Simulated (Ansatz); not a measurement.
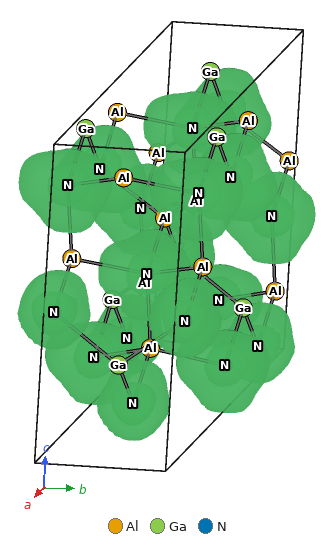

Al2GaN3. Isosurface of the ELF at 0.75 (green), seen slightly off an axis. Core shells and regions of very low density are left out. Sticks mark near contacts.

Space group Cm; a structure from a database of computed crystals, not necessarily the ambient phase; computed pressure about 5 GPa in this cell.

All numbers below come from DFT r2SCAN, scalar-relativistic, plane waves, PAW in Ansatz.

The calculation's input:

```
crystal:
  lattice:
    - [5.6923139655, -1.5536394257, 0.0006114402]
    - [5.6923139655, 1.5536394257, 0.0006114402]
    - [-1.8797737674, 0.0, 7.1113650299]
  atoms:
    - { symbol: Al, position: [0.9442197405, 0.9442197405, 0.3892590083] }
    - { symbol: Al, position: [0.8889101871, 0.8889101871, 0.7767102001] }
    - { symbol: Al, position: [0.2230719697, 0.2230719697, 0.4444706037] }
    - { symbol: Al, position: [0.5540067791, 0.5540067791, 0.1131675375] }
    - { symbol: Ga, position: [0.2771546817, 0.2771546817, 0.0576137604] }
    - { symbol: Ga, position: [0.6096536818, 0.6096536818, 0.7217306375] }
    - { symbol: "N", position: [0.1475001457, 0.1475001457, 0.185067609] }
    - { symbol: "N", position: [0.4815140379, 0.4815140379, 0.8526665329] }
    - { symbol: "N", position: [0.8183359243, 0.8183359243, 0.5150535137] }
    - { symbol: "N", position: [0.7645752801, 0.7645752801, 0.9014835798] }
    - { symbol: "N", position: [0.0952330005, 0.0952330005, 0.5642867912] }
    - { symbol: "N", position: [0.4311895716, 0.4311895716, 0.2432912158] }
basis:
  ecutwfc: 500
kpoints:
  mp_grid: { grid: [8, 8, 4] }
hamiltonian:
  xc: r2scan
scf:
  occupations: { method: gaussian, width: 0.02 }
output:
  forces: true
  stress: true
  eigenvalues: true
  write_density: true
  write_potential: true
  elf: true
  volumetric_format: npy
relax:
  adjacent_minimum: "off"
  f_tol: 0.008
  max_steps: 50
  cell: { stress_tol: 0.08, p_target: 5.0 }
```

Launched as:

```sh
ansatz run input.yaml --threads 2 --pin off --max-ram 5120MiB --backend cpu --events-out ev --progress --plain --runs-dir out
```

Below, planes, directions and counts refer to the conventional cell (a = 11.38 Å, b = 3.11 Å, c = 7.36 Å, α = 90.00°, β = 104.78°, γ = 90.00°).

> Describe the localisation domains.

The surface consists of twelve regions on N in which the atom's valence shell and bonds are merged, counted in one cell of 24 atoms. Any copies at cell faces, edges or corners count once. Along the contacts the grid gives the following. Al–N (1.87 Å): the ELF peaks at about 0.90 between the atoms: a polar covalent bond. Ga–N (1.92 Å): the ELF peaks at about 0.85 in the valence shell of N, 0.7 Å from its nucleus, and is about 0.50 at the midpoint.
